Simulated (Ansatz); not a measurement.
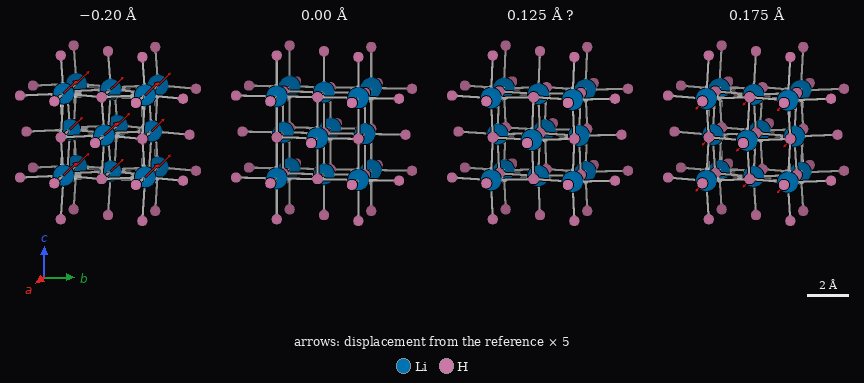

Energy scan for a crystal of LiH (Fm-3m), in which the whole Li sublattice is shifted rigidly, towards the nearest copy of atom 1 (Li) at 2.874 Å, all else fixed. Style: ball-and-stick. Shown: the conventional cell (4 times the calculation's cell), along the a axis, with a slight tilt. Red arrows: displacements from the reference. Lengths and directions refer to the drawn axes.

These are results of DFT PBE, scalar-relativistic, plane waves, PAW in Ansatz, not measurements. Set-up: plane-wave cutoff 420 eV; k-point mesh 10 × 10 × 10; occupations gaussian; smearing width 0.05 eV; no spin polarisation. Energies (free energies at the smearing named) are counted from the cell as listed in its source, which wasn't relaxed.

```
displacement (Å)  E − E(ref) (meV/cell)
          −0.200                   19.6
          −0.100                    4.8
           0.000                    0.0
           0.025                    0.3
           0.050                    1.2
           0.075                    2.7
           0.125                      ?
           0.150                   10.9
           0.175                   14.9
```

**Estimate the missing energy from the other rows, and compare with the calculation.**

A straight line between the two neighbours gives 8.2 meV/cell. A cubic through the four nearest rows (0.050, 0.075, 0.150, 0.175) gives, with Lagrange weights, (−0.2000)(1.2) + (0.5000)(2.7) + (1.0000)(10.9) + (−0.3000)(14.9) = 7.5 meV/cell. The calculation gives 7.5 meV/cell, so the cubic is right to the digits shown and the straight line 0.7 meV/cell too high, as the curve bends upwards here.

The whole profile:

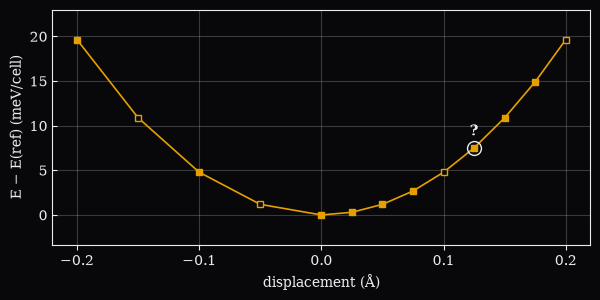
